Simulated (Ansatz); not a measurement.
## Electronic structure of SnO$_{2}$ in real space

Input

```
crystal:
  lattice:
    - [3.2514691359, 1.8772365809, 4.4537473212]
    - [-3.2514691359, 1.8772365809, 4.4537473212]
    - [0.0, -3.7544731617, 4.4537473212]
  atoms:
    - { symbol: Sn, position: [0.861181, 0.861181, 0.861181] }
    - { symbol: Sn, position: [0.365956, 0.365956, 0.866079] }
    - { symbol: Sn, position: [0.365956, 0.866079, 0.365956] }
    - { symbol: Sn, position: [0.866079, 0.365956, 0.365956] }
    - { symbol: O, position: [0.125994, 0.621031, 0.621031] }
    - { symbol: O, position: [0.621031, 0.125994, 0.621031] }
    - { symbol: O, position: [0.621031, 0.621031, 0.125994] }
    - { symbol: O, position: [0.608051, 0.608051, 0.608051] }
    - { symbol: O, position: [0.124863, 0.124863, 0.124863] }
    - { symbol: O, position: [0.104115, 0.104115, 0.609074] }
    - { symbol: O, position: [0.104115, 0.609074, 0.104115] }
    - { symbol: O, position: [0.609074, 0.104115, 0.104115] }
basis:
  ecutwfc: 420
kpoints:
  mp_grid: { grid: [6, 6, 6] }
hamiltonian:
  xc: pbe
  dispersion: d3bj
scf:
  occupations: { method: gaussian, width: 0.02 }
output:
  forces: true
  stress: true
  eigenvalues: true
  write_density: true
  write_potential: true
  elf: true
  volumetric_format: npy
relax:
  adjacent_minimum: "off"
  f_tol: 0.005
  max_steps: 80
  cell: { stress_tol: 0.05 }
```

Command:

```sh
ansatz run input.yaml --threads 4 --pin off --max-ram 9216MiB --backend cpu --events-out ev --progress --plain --runs-dir out
```

The fields are those of the relaxed geometry.

Space group R-3m; a structure from a database of computed crystals, not necessarily the ambient phase.

Theory: Ansatz 0.2.0, DFT PBE+D3(BJ), scalar-relativistic, plane waves, PAW.

The density is the valence pseudo-density of a PAW calculation; it isn't the true density close to the nuclei.

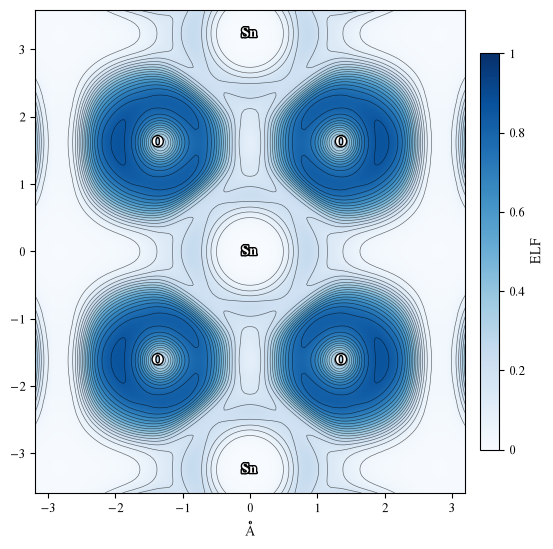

Figure 1. Electron localisation function on the (110) plane of the calculation cell.

> Interpret the plot.

Atoms in the plane: Sn and O. Sn–O (2.12 Å): the ELF peaks at about 0.80 in the valence shell of O, 0.6 Å from its nucleus, and is about 0.25 at the midpoint: no shared electron pair shows on this line. The ELF also peaks beside O, away from the bonds: lone-pair regions.

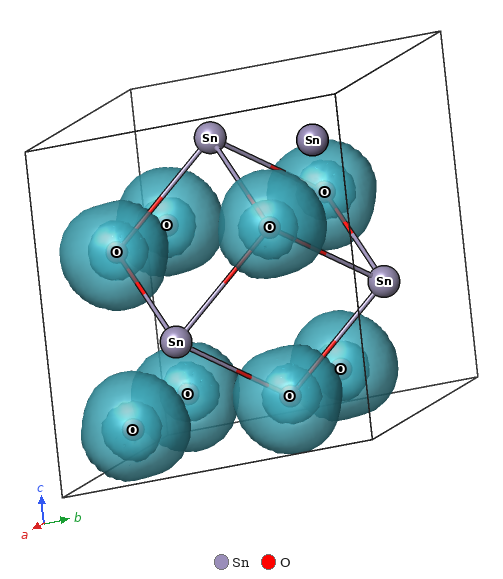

Figure 2. Isosurface of the ELF at 0.75 (cyan), seen slightly off an axis. Core shells and regions of very low density are left out. Sticks mark near contacts.

> Where are the electrons localised?

The ELF exceeds this value in eight regions wrapped around O (the valence shell of each), counted in one cell of 12 atoms. Any copies at cell faces, edges or corners count once.

> Metal or insulator at this level of theory?

It is gapped, with a Kohn–Sham gap of 1.6 eV on the k-point mesh (the band edges may lie off the mesh, which would make the gap smaller).
